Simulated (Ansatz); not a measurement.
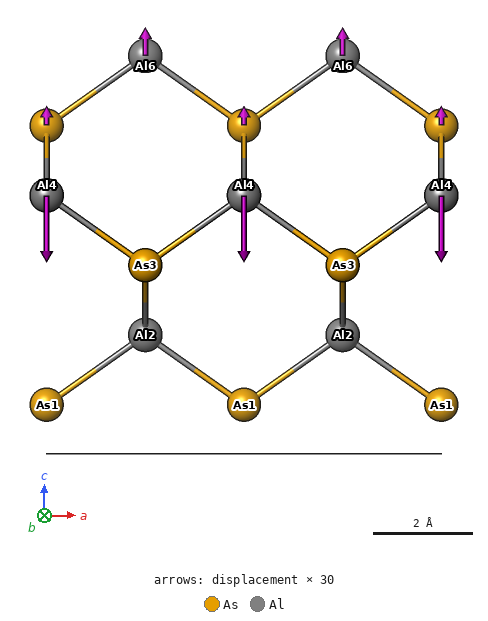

A constrained relaxation of a slab of composition AlAs (cut from the F-43m phase). The starting structure is drawn; purple arrows show the displacements, magnified 30 times.

Style: ball-and-stick. Shown: the 2 × 2 repeat of the cell, outlined in the plane, without the vacuum, along the b axis.

Case: clean slab, lower half held. The slab is the (1 0 0) face of AlAs. 3 atoms are held fixed.

The calculation used Ansatz, DFT PBEsol, scalar-relativistic, plane waves, PAW. Set-up: plane-wave cutoff 420 eV; k-point mesh 7 × 7 × 1; occupations gaussian; smearing width 0.05 eV; no spin polarisation; dipole correction; atoms relaxed in a fixed cell; force threshold 0.03 eV/Å; at most 70 steps.

Q: Atoms of which element are displaced furthest, and by how much?

A: Aluminium: up to 0.046 Å, against 0.014 Å for arsenic.

Q: What did the optimiser do to the structure, and how much energy did it gain?

A: An Al atom moves most: 0.046 Å along the normal (−c). By element the largest moves are Al 0.046 Å, As 0.014 Å. The cell doesn't change. Near-neighbour distances that change, for instance: Al–As 2.457 → 2.492 Å, Al–As 2.457 → 2.431 Å. Bond angles that change, for instance: Al–As–Al 109.5° → 107.2°, As–Al–As 109.5° → 107.2°. After 2 geometry steps the energy has fallen by 14.6 meV per cell of the calculation. Largest force component: 0.54 eV/Å at the start, 0.013 eV/Å at the end.
